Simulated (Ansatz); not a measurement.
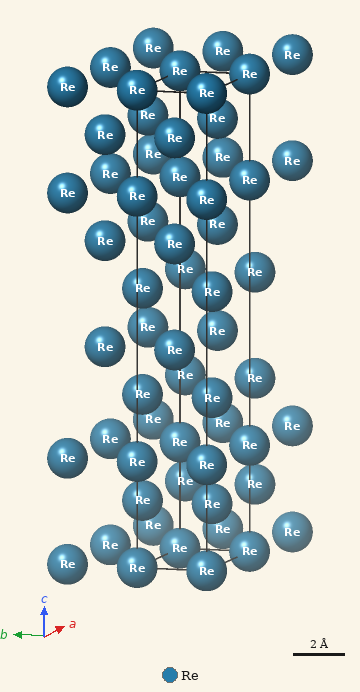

Reference structure: crystalline Re (set up in R-3m). Style: spheres-only. Shown: the conventional cell (3 times the calculation's cell), repeated 2 × 2 × 1 with one cell outlined, from a free direction. Lengths and directions refer to the drawn axes.

The calculation used DFT, PBEsol, all-electron PAW with datasets made for the crystal, scalar-relativistic (Ansatz). Set-up: plane-wave cutoff 280 eV; k-point mesh 15 × 15 × 15; occupations fermi dirac; smearing width 0.05 eV; no spin polarisation.

The variant: The cell is strained by 0.0 % along c and −3.0 % across it (volume −5.9 %), the atoms keeping their fractional coordinates. No relaxation follows.

What does the calculation give for the changed structure?

Near-neighbour distances before and after: Re–Re 2.768 → 2.685 Å, Re–Re 2.746 → 2.717 Å. The space group stays R-3m (No. 166). It costs 45.9 meV per atom. Pressure: −6.4 GPa before, 19.2 GPa after. The principal stresses (compression positive) are 8.0 GPa along c and 24.8 GPa across it. The largest forces, 0.12 eV/Å, act on 2 Re atoms of the calculation's cell.

Drawn alike, the variant:

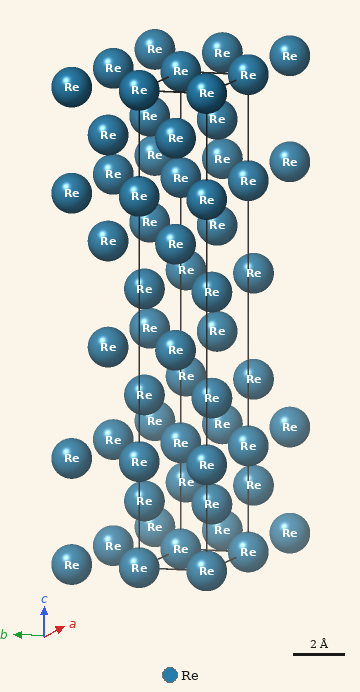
